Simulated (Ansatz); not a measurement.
## BN: molecular dynamics (part 2 of 2)

Continued. System: BN (24 atoms in the cell). Method: DFT, PBEsol, plane waves, PAW, no spin polarisation (Ansatz 0.2.0); cutoff 420 eV, 4×2×2 k-mesh, Fermi–Dirac smearing of 0.02 eV. The structure derives from an entry of the Crystallography Open Database. The geometry comes from this level: r2scan-rvv10. It belongs to a series of runs on one base structure; here: NVT, Langevin thermostat at 200 K.

Geometry of the input (Å; fractional positions):
```
5.0012  0.0000  0.0000
-3.7509  6.4967  0.0000
0.0000  0.0000  6.5236
B  0.1667  0.2222  0.2500
B  0.3333  0.1111  0.7500
N  0.1667  0.2222  0.7500
N  0.3333  0.1111  0.2500
B  0.1667  0.5556  0.2500
B  0.3333  0.4444  0.7500
N  0.1667  0.5556  0.7500
N  0.3333  0.4444  0.2500
B  0.1667  0.8889  0.2500
B  0.3333  0.7778  0.7500
N  0.1667  0.8889  0.7500
N  0.3333  0.7778  0.2500
B  0.6667  0.2222  0.2500
B  0.8333  0.1111  0.7500
N  0.6667  0.2222  0.7500
N  0.8333  0.1111  0.2500
B  0.6667  0.5556  0.2500
B  0.8333  0.4444  0.7500
N  0.6667  0.5556  0.7500
N  0.8333  0.4444  0.2500
B  0.6667  0.8889  0.2500
B  0.8333  0.7778  0.7500
N  0.6667  0.8889  0.7500
N  0.8333  0.7778  0.2500
```

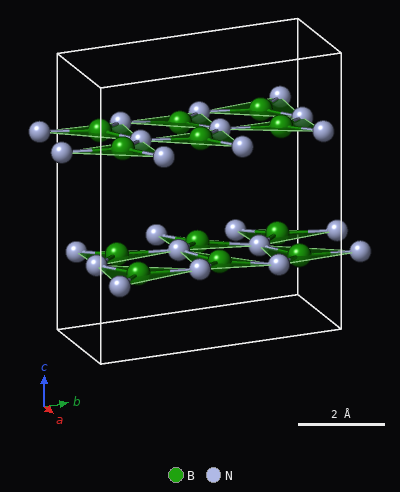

**Figure 1.** The geometry at step 20 of the log (polyhedral view of the cell of the calculation, seen slightly off an axis; polyhedra are completed across the faces of the cell).

```
SCF converged after 8 iterations
Free energy (F): -6404.799538 eV
Harris-Foulkes:  -6404.799538 eV  (|F-HF|=3.25e-9)
Internal energy: -6404.799538 eV  (E = F + TS)
E sigma→0 (E₀):  -6404.799538 eV
Fermi energy:    6.843583 eV
--- Per-component energies (eV) ---
  E_band       = -214.227362
  E_kinetic    = 2195.570652
  E_local      = -4054.970320  (includes V_loc(G=0)·N_el)
  E_nonlocal   = 696.514423
  E_hartree    = 1294.865368
  E_xc         = -1095.438421
  E_vxc        = -1365.163071  (∫ρ·V_xc dr)
  E_paw        = -2387.334545  (= ΣΔE_a)
  E_vpaw       = -275.911352  (= ΣTr[D̂ρ^β])
  E_aug_tail   = 0.001155  (compensation charges beyond the density's cutoff)
  E_ewald      = -3054.521568
  E_core_change = 0.513717  (= ΣΔE_core)
  E_smearing   = -0.000000  (= −TS)
  E_closure    = -0.000000  (closes the sum)
  Σ components = -6404.799538   (vs F -6404.799538, Δ=0.00e0)
--- Forces (eV/Å), atoms counted from 1 ---
  atom   1  B      0.94154436    -0.91863775     0.06521992
  atom   2  B     -0.46629662     0.24182785     0.05233286
  atom   3  N      0.42188502     0.80688785     0.01533465
  atom   4  N     -0.00485701    -0.08086489    -0.36394506
  atom   5  B      0.39335037     0.94681303    -0.09242536
  atom   6  B     -2.58076424    -0.07415819    -0.16268256
  atom   7  N      0.17401874    -0.24565987     0.16461873
  atom   8  N     -0.04398316    -0.07517960    -0.12698442
  atom   9  B     -0.51274855    -0.06407741     0.53360729
  atom  10  B      0.03134876     0.24807355    -0.18140891
  atom  11  N      0.76634187    -0.54944571    -0.07348060
  atom  12  N     -0.59436755     0.70413790     0.30185082
  atom  13  B     -1.41529886     0.24271944    -0.02585414
  atom  14  B      0.07805131    -0.69149437     0.15267178
  atom  15  N     -0.03720558    -0.75051659     0.02790060
  atom  16  N      0.90003116    -0.71177527     0.21490750
  atom  17  B      0.70443711     0.69160668    -0.31264640
  atom  18  B     -0.40754290    -1.21830477     0.17863697
  atom  19  N      1.70125612     0.70143920     0.37540970
  atom  20  N     -0.04324599    -0.47579067     0.49342331
  atom  21  B      0.82045477    -0.54837148    -0.83992381
  atom  22  B     -0.59418346     0.45713689    -0.68101210
  atom  23  N      0.80847158     1.06714714     0.50434213
  atom  24  N     -1.04069674     0.29648880    -0.21985400
  max |Σ_I F_I| component: 3.89e-5 eV/Å
--- MD trajectory: 30 steps, t = 0.0 → 90.0 fs ---
  final state: T = 185.4 K   F+E_penalty+E_count = -6404.79953817 eV   E_kin = 0.575031 eV
```

File md.tsv
```
# step	time_fs	lagrangian_ev	e_kin_ev	conserved_ev	temperature_k	n_scf	instantaneous_pressure_gpa	pulay_correction_pressure_gpa	volume_ang3	basis_selection	selection_volumetric_strain	selection_max_deviatoric_strain	pulay_correction_read	pulay_correction_kernel_widenings	a_ang	b_ang	c_ang	alpha_deg	beta_deg	gamma_deg	quantum_kinetic_energy_ev	gyration_radius_ang	target_temperature_k	e_deformation_potential
0	0.000000	-6.4052820762e3	5.9459599509e-1	nan	191.6667	7	nan	nan	nan	nan	nan	nan	nan	nan	nan	nan	nan	nan	nan	nan	nan	nan	nan	0.0000000000e0
1	3.000000	-6.4051390440e3	4.2625775599e-1	nan	137.4032	8	nan	nan	nan	nan	nan	nan	nan	nan	nan	nan	nan	nan	nan	nan	nan	nan	nan	0.0000000000e0
2	6.000000	-6.4049338851e3	2.2849309492e-1	nan	73.6542	8	nan	nan	nan	nan	nan	nan	nan	nan	nan	nan	nan	nan	nan	nan	nan	nan	nan	0.0000000000e0
3	9.000000	-6.4049476443e3	2.4250778034e-1	nan	78.1718	7	nan	nan	nan	nan	nan	nan	nan	nan	nan	nan	nan	nan	nan	nan	nan	nan	nan	0.0000000000e0
4	12.000000	-6.4050612979e3	3.7289893114e-1	nan	120.2031	8	nan	nan	nan	nan	nan	nan	nan	nan	nan	nan	nan	nan	nan	nan	nan	nan	nan	0.0000000000e0
5	15.000000	-6.4050287508e3	3.3544441513e-1	nan	108.1297	7	nan	nan	nan	nan	nan	nan	nan	nan	nan	nan	nan	nan	nan	nan	nan	nan	nan	0.0000000000e0
6	18.000000	-6.4049301318e3	2.7651223058e-1	nan	89.1331	7	nan	nan	nan	nan	nan	nan	nan	nan	nan	nan	nan	nan	nan	nan	nan	nan	nan	0.0000000000e0
7	21.000000	-6.4049379376e3	2.5946832002e-1	nan	83.6390	7	nan	nan	nan	nan	nan	nan	nan	nan	nan	nan	nan	nan	nan	nan	nan	nan	nan	0.0000000000e0
8	24.000000	-6.4049951011e3	3.5615226135e-1	nan	114.8049	7	nan	nan	nan	nan	nan	nan	nan	nan	nan	nan	nan	nan	nan	nan	nan	nan	nan	0.0000000000e0
9	27.000000	-6.4049533699e3	3.4021200923e-1	nan	109.6666	7	nan	nan	nan	nan	nan	nan	nan	nan	nan	nan	nan	nan	nan	nan	nan	nan	nan	0.0000000000e0
10	30.000000	-6.4048580093e3	3.2357693422e-1	nan	104.3043	8	nan	nan	nan	nan	nan	nan	nan	nan	nan	nan	nan	nan	nan	nan	nan	nan	nan	0.0000000000e0
11	33.000000	-6.4048312397e3	3.2840254173e-1	nan	105.8598	7	nan	nan	nan	nan	nan	nan	nan	nan	nan	nan	nan	nan	nan	nan	nan	nan	nan	0.0000000000e0
12	36.000000	-6.4048586512e3	3.3564584804e-1	nan	108.1947	7	nan	nan	nan	nan	nan	nan	nan	nan	nan	nan	nan	nan	nan	nan	nan	nan	nan	0.0000000000e0
13	39.000000	-6.4048500194e3	3.1308502401e-1	nan	100.9222	7	nan	nan	nan	nan	nan	nan	nan	nan	nan	nan	nan	nan	nan	nan	nan	nan	nan	0.0000000000e0
14	42.000000	-6.4048354924e3	3.3883146418e-1	nan	109.2216	7	nan	nan	nan	nan	nan	nan	nan	nan	nan	nan	nan	nan	nan	nan	nan	nan	nan	0.0000000000e0
15	45.000000	-6.4048316309e3	3.8267365655e-1	nan	123.3540	7	nan	nan	nan	nan	nan	nan	nan	nan	nan	nan	nan	nan	nan	nan	nan	nan	nan	0.0000000000e0
16	48.000000	-6.4048641251e3	4.5952839154e-1	nan	148.1279	7	nan	nan	nan	nan	nan	nan	nan	nan	nan	nan	nan	nan	nan	nan	nan	nan	nan	0.0000000000e0
17	51.000000	-6.4049044744e3	4.9672486157e-1	nan	160.1181	7	nan	nan	nan	nan	nan	nan	nan	nan	nan	nan	nan	nan	nan	nan	nan	nan	nan	0.0000000000e0
18	54.000000	-6.4048874736e3	4.3962313205e-1	nan	141.7115	7	nan	nan	nan	nan	nan	nan	nan	nan	nan	nan	nan	nan	nan	nan	nan	nan	nan	0.0000000000e0
19	57.000000	-6.4048721476e3	3.9117436774e-1	nan	126.0942	7	nan	nan	nan	nan	nan	nan	nan	nan	nan	nan	nan	nan	nan	nan	nan	nan	nan	0.0000000000e0
20	60.000000	-6.4049069772e3	4.1811319756e-1	nan	134.7778	8	nan	nan	nan	nan	nan	nan	nan	nan	nan	nan	nan	nan	nan	nan	nan	nan	nan	0.0000000000e0
21	63.000000	-6.4049094550e3	4.6419940943e-1	nan	149.6336	7	nan	nan	nan	nan	nan	nan	nan	nan	nan	nan	nan	nan	nan	nan	nan	nan	nan	0.0000000000e0
22	66.000000	-6.4048549860e3	4.2455990309e-1	nan	136.8559	7	nan	nan	nan	nan	nan	nan	nan	nan	nan	nan	nan	nan	nan	nan	nan	nan	nan	0.0000000000e0
23	69.000000	-6.4048370014e3	3.8968439670e-1	nan	125.6139	7	nan	nan	nan	nan	nan	nan	nan	nan	nan	nan	nan	nan	nan	nan	nan	nan	nan	0.0000000000e0
24	72.000000	-6.4048884700e3	4.6329126964e-1	nan	149.3409	7	nan	nan	nan	nan	nan	nan	nan	nan	nan	nan	nan	nan	nan	nan	nan	nan	nan	0.0000000000e0
25	75.000000	-6.4049146133e3	5.6296106452e-1	nan	181.4692	7	nan	nan	nan	nan	nan	nan	nan	nan	nan	nan	nan	nan	nan	nan	nan	nan	nan	0.0000000000e0
26	78.000000	-6.4048406711e3	5.2657026138e-1	nan	169.7387	7	nan	nan	nan	nan	nan	nan	nan	nan	nan	nan	nan	nan	nan	nan	nan	nan	nan	0.0000000000e0
27	81.000000	-6.4047400299e3	4.4884313086e-1	nan	144.6836	7	nan	nan	nan	nan	nan	nan	nan	nan	nan	nan	nan	nan	nan	nan	nan	nan	nan	0.0000000000e0
28	84.000000	-6.4047224411e3	4.4115725606e-1	nan	142.2060	7	nan	nan	nan	nan	nan	nan	nan	nan	nan	nan	nan	nan	nan	nan	nan	nan	nan	0.0000000000e0
29	87.000000	-6.4047771065e3	5.2572320893e-1	nan	169.4657	7	nan	nan	nan	nan	nan	nan	nan	nan	nan	nan	nan	nan	nan	nan	nan	nan	nan	0.0000000000e0
30	90.000000	-6.4047995382e3	5.7503132090e-1	nan	185.3600	8	nan	nan	nan	nan	nan	nan	nan	nan	nan	nan	nan	nan	nan	nan	nan	nan	nan	0.0000000000e0
```

Trajectory as extended XYZ (Å, eV, eV/Å), 4 of the 31 frames kept, from step=0 to step=30
```
24
Lattice="5.0012 0.0000 0.0000 -3.7509 6.4967 0.0000 0.0000 0.0000 6.5236" Properties=species:S:1:pos:R:3:forces:R:3 step=0 time_fs=0.0 energy=-6405.28208 temperature=191.7
B     0.0000    1.4437    1.6309    0.0040   0.0017   0.0000
B     1.2503    0.7219    4.8927   -0.0040  -0.0017   0.0000
N     0.0000    1.4437    4.8927    0.0037   0.0015   0.0000
N     1.2503    0.7219    1.6309   -0.0037  -0.0015   0.0000
B    -1.2503    3.6093    1.6309    0.0040   0.0017   0.0000
B     0.0000    2.8874    4.8927   -0.0040  -0.0017   0.0000
N    -1.2503    3.6093    4.8927    0.0037   0.0015   0.0000
N     0.0000    2.8874    1.6309   -0.0037  -0.0015   0.0000
B    -2.5006    5.7748    1.6309    0.0040   0.0017   0.0000
B    -1.2503    5.0530    4.8927   -0.0040  -0.0017   0.0000
N    -2.5006    5.7748    4.8927    0.0037   0.0015   0.0000
N    -1.2503    5.0530    1.6309   -0.0037  -0.0015   0.0000
B     2.5006    1.4437    1.6309    0.0040   0.0017   0.0000
B     3.7509    0.7219    4.8927   -0.0040  -0.0017   0.0000
N     2.5006    1.4437    4.8927    0.0037   0.0015   0.0000
N     3.7509    0.7219    1.6309   -0.0037  -0.0015   0.0000
B     1.2503    3.6093    1.6309    0.0040   0.0017   0.0000
B     2.5006    2.8874    4.8927   -0.0040  -0.0017   0.0000
N     1.2503    3.6093    4.8927    0.0037   0.0015   0.0000
N     2.5006    2.8874    1.6309   -0.0037  -0.0015   0.0000
B     0.0000    5.7748    1.6309    0.0040   0.0017   0.0000
B     1.2503    5.0530    4.8927   -0.0040  -0.0017   0.0000
N     0.0000    5.7748    4.8927    0.0037   0.0015   0.0000
N     1.2503    5.0530    1.6309   -0.0037  -0.0015   0.0000
24
Lattice="5.0012 0.0000 0.0000 -3.7509 6.4967 0.0000 0.0000 0.0000 6.5236" Properties=species:S:1:pos:R:3:forces:R:3 step=10 time_fs=30.0 energy=-6404.85801 temperature=104.3
B    -0.0295    1.4111    1.6242    0.4579   0.3305   0.3355
B     1.2591    0.7482    4.8463    0.8089  -0.8723   0.0287
N     0.0414    1.4574    4.9346   -1.2610  -0.5075  -0.1684
N     1.2392    0.7133    1.6253   -0.1869  -0.1326  -0.3970
B    -1.2797    3.5830    1.7016   -0.4322   0.6501   0.2425
B     0.0591    2.8781    4.9115    0.3676   1.0383  -0.1939
N    -1.1890    3.5966    4.8763   -0.4627   0.1622   0.0251
N    -0.0389    2.8613    1.7047    0.2883   0.3273  -0.2182
B    -2.4942    5.7654    1.5330   -1.0874   0.3494   1.0169
B    -1.2439    5.0323    4.8602    0.2166   1.1262  -0.0674
N    -2.4875    5.7987    4.7730    0.0863  -0.6628   0.5780
N    -1.2672    5.0602    1.6490    0.2207  -1.6521  -0.3502
B     2.4846    1.4481    1.6940   -0.1310  -1.1917  -0.1571
B     3.7777    0.7165    4.9016   -0.5538   1.0929   0.0354
N     2.5046    1.4551    4.8507    1.3887  -0.4922   0.0281
N     3.7321    0.6942    1.6046   -0.2589   0.5803   0.1119
B     1.2047    3.6179    1.6966    0.2567  -0.8755  -0.0117
B     2.5598    2.8794    4.8392   -0.4953   0.6658   0.2403
N     1.3156    3.6286    4.8641   -0.7513  -0.4217   0.1566
N     2.4565    2.8618    1.8087    0.3487   1.5005  -0.6479
B    -0.0003    5.7493    1.6012   -1.3648   0.9561  -0.1014
B     1.2615    5.0739    4.8782    0.3880  -0.0679  -0.2547
N     0.0027    5.7945    4.9338    0.2168  -1.0778  -0.2324
N     1.2113    5.0542    1.5660    1.9400  -0.8255   0.0013
24
Lattice="5.0012 0.0000 0.0000 -3.7509 6.4967 0.0000 0.0000 0.0000 6.5236" Properties=species:S:1:pos:R:3:forces:R:3 step=20 time_fs=60.0 energy=-6404.90698 temperature=134.8
B    -0.0415    1.4264    1.7274    0.5510   0.6194  -0.3947
B     1.3193    0.7394    4.8944    0.2723   0.2590  -0.2933
N     0.0928    1.4886    4.8586   -1.0419  -0.6523   0.1055
N     1.2031    0.6862    1.6857    0.3844   1.3111   0.1816
B    -1.2709    3.5947    1.7471   -0.3683   1.0727  -0.7350
B     0.0160    2.9153    4.7950    1.2920   0.0226   0.4230
N    -1.2126    3.6288    4.8164   -0.3727   0.4025  -0.0568
N    -0.0242    2.8931    1.7765   -0.0450  -0.9995  -0.1182
B    -2.5483    5.7622    1.6694   -0.7501  -0.4961  -0.9009
B    -1.1784    5.0820    4.8408    0.3245   0.2030   0.1680
N    -2.4270    5.8028    4.9104   -0.1786  -0.6744  -0.2243
N    -1.3016    5.0726    1.6055    0.3743  -1.5610   0.4872
B     2.4713    1.4209    1.6796   -0.4599   0.3843   0.1136
B     3.8455    0.7662    4.8815   -0.3209  -0.5228  -0.4357
N     2.5681    1.4578    4.8373    0.3812  -0.1300   0.3703
N     3.7253    0.7195    1.6028   -0.4485  -0.2696   0.1670
B     1.2192    3.6108    1.6897    0.1290  -0.5209  -0.0006
B     2.5350    2.8894    4.8322    0.2034   0.4850  -0.0628
N     1.2869    3.6100    4.8240    0.1644   0.5742  -0.0802
N     2.4804    2.8803    1.7311   -0.4717  -0.3020  -0.0181
B    -0.0427    5.7680    1.5560   -0.4876   0.2617   0.3882
B     1.3230    5.0526    4.8471    0.1810   0.5151   0.1815
N     0.0994    5.8126    4.8309   -0.9741  -0.4851   0.2135
N     1.1741    5.0321    1.5573    1.6617   0.5031   0.5211
24
Lattice="5.0012 0.0000 0.0000 -3.7509 6.4967 0.0000 0.0000 0.0000 6.5236" Properties=species:S:1:pos:R:3:forces:R:3 step=30 time_fs=90.0 energy=-6404.79954 temperature=185.4
B    -0.0912    1.4684    1.6848    0.9415  -0.9186   0.0652
B     1.3432    0.7567    4.8479   -0.4663   0.2418   0.0523
N     0.0758    1.4499    4.8280    0.4219   0.8069   0.0153
N     1.1823    0.7390    1.6987   -0.0049  -0.0809  -0.3639
B    -1.3376    3.5896    1.6378    0.3933   0.9468  -0.0924
B     0.1390    2.8969    4.8311   -2.5808  -0.0742  -0.1627
N    -1.1446    3.6470    4.8297    0.1740  -0.2457   0.1646
N    -0.0837    2.8942    1.7024   -0.0440  -0.0752  -0.1270
B    -2.5270    5.7832    1.6534   -0.5127  -0.0641   0.5336
B    -1.1989    5.0791    4.8725    0.0313   0.2481  -0.1814
N    -2.4552    5.8170    4.9267    0.7663  -0.5494  -0.0735
N    -1.2822    5.0352    1.6345   -0.5944   0.7041   0.3019
B     2.4448    1.4574    1.6345   -1.4153   0.2427  -0.0259
B     3.8075    0.7724    4.8059    0.0781  -0.6915   0.1527
N     2.5765    1.5246    4.8036   -0.0372  -0.7505   0.0279
N     3.6646    0.7443    1.6744    0.9000  -0.7118   0.2149
B     1.1604    3.6078    1.6934    0.7044   0.6916  -0.3126
B     2.6017    2.9772    4.8079   -0.4075  -1.2183   0.1786
N     1.3165    3.6457    4.8137    1.7013   0.7014   0.3754
N     2.4152    2.9011    1.5506   -0.0432  -0.4758   0.4934
B    -0.0604    5.7905    1.7625    0.8205  -0.5484  -0.8399
B     1.3037    5.0873    4.8975   -0.5942   0.4571  -0.6810
N     0.0346    5.7967    4.8011    0.8085   1.0671   0.5043
N     1.2218    5.0578    1.7562   -1.0407   0.2965  -0.2199
```

Results in brief

| quantity | value |
| --- | --- |
| outcome | finished |
| mean temperature over the second half | 149 K |
| trajectory | 30 steps, 90 fs |
| ensemble | nvt_langevin |
| temperature in the input | 200 K |
| time step | 3.0 fs |
| space group of the start (tolerance 0.01 Å) | P6₃/mmc (194) |
| electrons treated | 96 |
| potential energy (free energy of the electrons) (last step) | −6404.7995 eV |
| Fermi energy (last step) | 6.844 eV |
| largest force (length of the vector) (last step) | 2.587 eV/Å |
| hardware | 4 threads of Arm Neoverse N1, 98 GiB of memory available, shared host |
| wall time | 2.5 min (CPU time 9.5 min) |
| peak memory | 0.69 GiB |

The k-point mesh is coarse for a cell of this size, so the results may not be converged. So short a trajectory is not equilibrated. The logged temperature at the start can lie below the typed one, since it is counted over all degrees of freedom.
